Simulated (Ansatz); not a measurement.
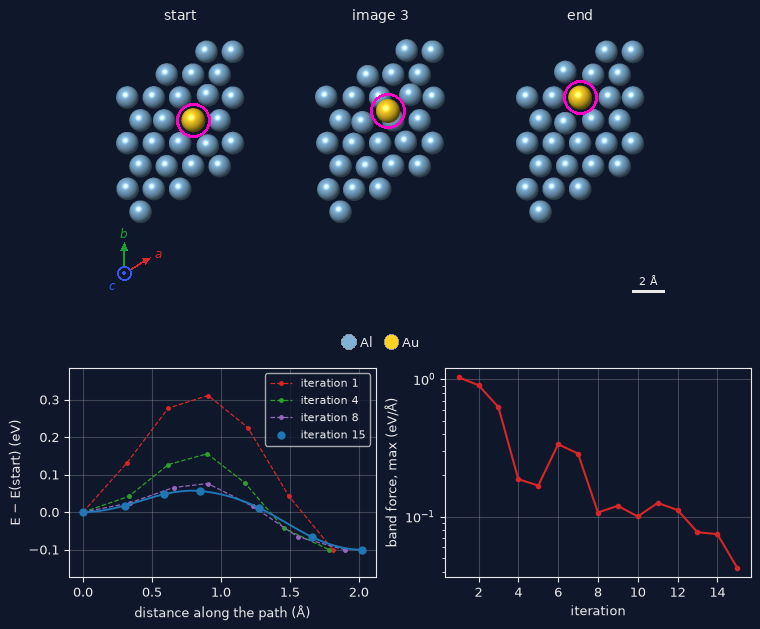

NEB run on Au on Al(111) (28 atoms in the cell). Images are numbered from 0 (start) to 6 (end). The plot follows the band through its iterations. A spheres-only model of the simulation cell, with the vacuum cut short (origin moved), seen along the c axis. The moving atom is ringed, with any periodic copies.

These are results of DFT LDA, scalar-relativistic, plane waves, PAW (Ansatz 0.2.0), not measurements. Settings: plane-wave cutoff 420 eV; k-point mesh 4 × 4 × 1; Fermi-Dirac smearing 0.05 eV; 9 atoms held fixed; 5 movable images; climbing image; force threshold 0.05 eV/Å; iteration limit 56; spring constant 1.0 eV/Å²; optimiser L-BFGS; starting path by image-dependent pair potential.

**Did the band converge, and can the barrier be trusted?**

The result is final at these settings. The band converged in 15 iterations. The largest component of the band force went from 1 to 0.042 eV/Å. The climbing image converged on the top of the path. A check of its curvatures found one unstable direction (−0.37 eV/Å²), as a transition state must have. The first iteration put the highest image at 0.311 eV. The energy climbs by 0.056 eV to image 3 and then falls by 0.156 eV, so the end point sits at −0.100 eV.

Cost: 22 min on 4 threads of Intel(R) Xeon(R) Platinum 8488C (Sapphire Rapids) (shared host), peak memory 6.3 GiB.
